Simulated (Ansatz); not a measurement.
# Mo3Se4: what the fields show

```cif
data_structure
_symmetry_space_group_name_H-M 'P 1'
_symmetry_Int_Tables_number 1
_cell_length_a 9.4624
_cell_length_b 9.4624
_cell_length_c 11.1853
_cell_angle_alpha 90.000
_cell_angle_beta 90.000
_cell_angle_gamma 120.000
_cell_volume 867.32
loop_
_atom_site_label
_atom_site_type_symbol
_atom_site_fract_x
_atom_site_fract_y
_atom_site_fract_z
_atom_site_occupancy
Mo1 Mo 0.16149 0.51416 0.06112 1
Mo2 Mo 0.82816 0.84749 0.39445 1
Mo3 Mo 0.49483 0.18082 0.72778 1
Mo4 Mo 0.48584 0.64734 0.06112 1
Mo5 Mo 0.15251 0.98067 0.39445 1
Mo6 Mo 0.81918 0.31401 0.72778 1
Mo7 Mo 0.35266 0.83851 0.06112 1
Mo8 Mo 0.01933 0.17184 0.39445 1
Mo9 Mo 0.68599 0.50517 0.72778 1
Mo10 Mo 0.50517 0.81918 0.27222 1
Mo11 Mo 0.17184 0.15251 0.60555 1
Mo12 Mo 0.83851 0.48584 0.93888 1
Mo13 Mo 0.18082 0.68599 0.27222 1
Mo14 Mo 0.84749 0.01933 0.60555 1
Mo15 Mo 0.51416 0.35266 0.93888 1
Mo16 Mo 0.31401 0.49483 0.27222 1
Mo17 Mo 0.98067 0.82816 0.60555 1
Mo18 Mo 0.64734 0.16149 0.93888 1
Se1 Se 0.29567 0.33742 0.08526 1
Se2 Se 0.96234 0.67075 0.41859 1
Se3 Se 0.62901 0.00408 0.75193 1
Se4 Se 0.66258 0.95825 0.08526 1
Se5 Se 0.32925 0.29159 0.41859 1
Se6 Se 0.99592 0.62492 0.75193 1
Se7 Se 0.04175 0.70433 0.08526 1
Se8 Se 0.70841 0.03766 0.41859 1
Se9 Se 0.37508 0.37099 0.75193 1
Se10 Se 0.37099 0.99592 0.24807 1
Se11 Se 0.03766 0.32925 0.58141 1
Se12 Se 0.70433 0.66258 0.91474 1
Se13 Se 0.00408 0.37508 0.24807 1
Se14 Se 0.67075 0.70841 0.58141 1
Se15 Se 0.33742 0.04175 0.91474 1
Se16 Se 0.62492 0.62901 0.24807 1
Se17 Se 0.29159 0.96234 0.58141 1
Se18 Se 0.95825 0.29567 0.91474 1
Se19 Se 0.00000 0.00000 0.21505 1
Se20 Se 0.66667 0.33333 0.54838 1
Se21 Se 0.33333 0.66667 0.88171 1
Se22 Se 0.66667 0.33333 0.11829 1
Se23 Se 0.33333 0.66667 0.45162 1
Se24 Se 0.00000 0.00000 0.78495 1
```

Space group R-3; computed without spin polarisation.

Theory: Ansatz 0.2.0, DFT PBEsol, scalar-relativistic, plane waves, PAW.

In a PAW calculation such maps are meaningful between the atoms, not at the nuclei.

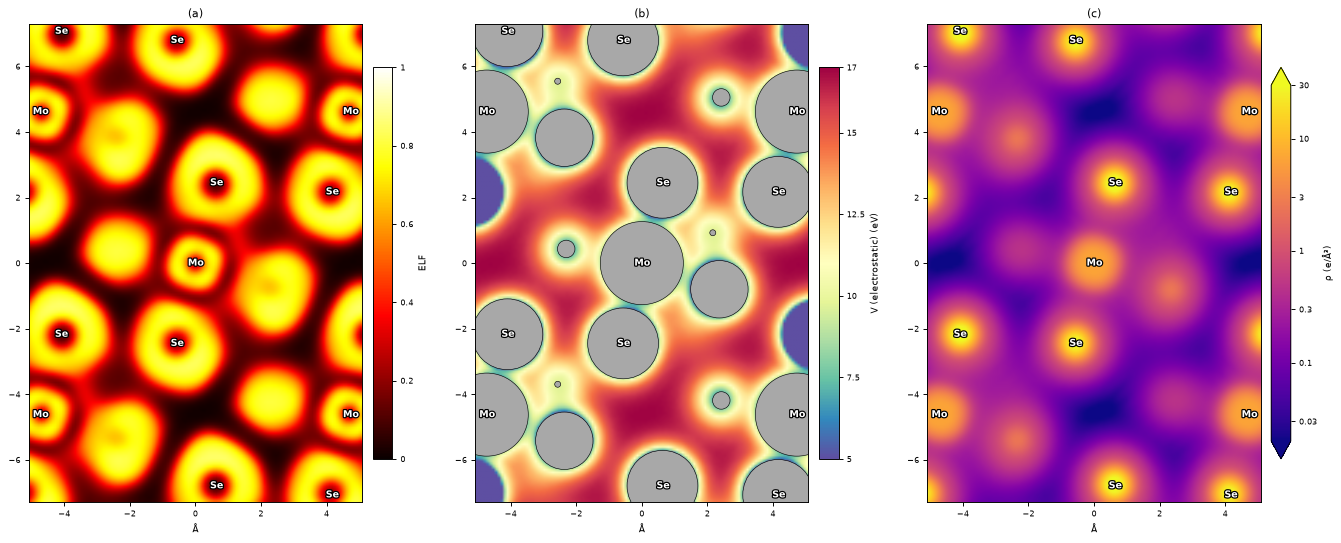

Figure 1. (a) electron localisation function; (b) electrostatic potential (local pseudopotential plus Hartree) felt by an electron; (c) valence electron density on the (101) plane of the conventional cell. Grey discs cover the atomic cores in the potential map.

### What do the fields say about this system?

Atoms in the plane: Mo and Se. Atoms just off the plane (Se, 0.6 Å away) can leave unmarked features too. Mo–Se (2.52 Å): the density is about 0.48 e/Å³ at the midpoint; the ELF is about 0.35 at the midpoint. Between the atoms the lowest density in this plane is 0.02 e/Å³. The features right at Mo lie inside the PAW spheres, where the map follows smoothed inner orbitals and isn't to be read closely. Outside the cores the potential energy rises away from the atoms and is highest about 2.2 Å from the nearest atoms; its zero is arbitrary.

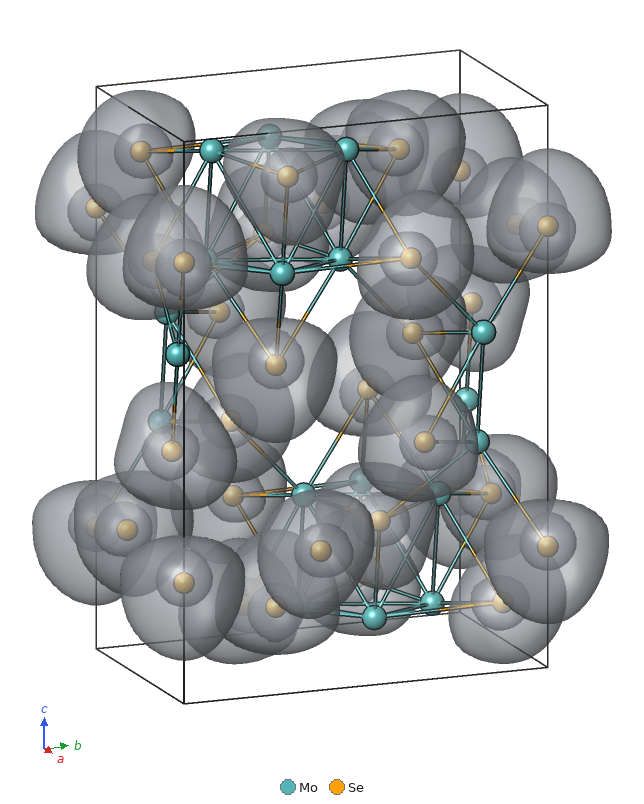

Figure 2. Isosurface of the electron localisation function at 0.65 (grey), seen slightly off an axis. Only the valence region is drawn (cores and ρ < 0.01 e/Å³ removed). Sticks mark near contacts.

### Identify the bonds, lone pairs and shells in this picture.

At this value the surface marks out 24 regions wrapped around Se (the valence shell of each), counted in one cell of 42 atoms. Any copies at cell faces, edges or corners count once.


 Mo–Mo (2.67 Å): the ELF is about 0.40 at the midpoint.

### Does the calculation make it a metal, or give it a gap?

It is metallic or semimetallic at this level of theory: no gap opens; semilocal functionals without U, or without the true magnetic order, often close the gap of such compounds.
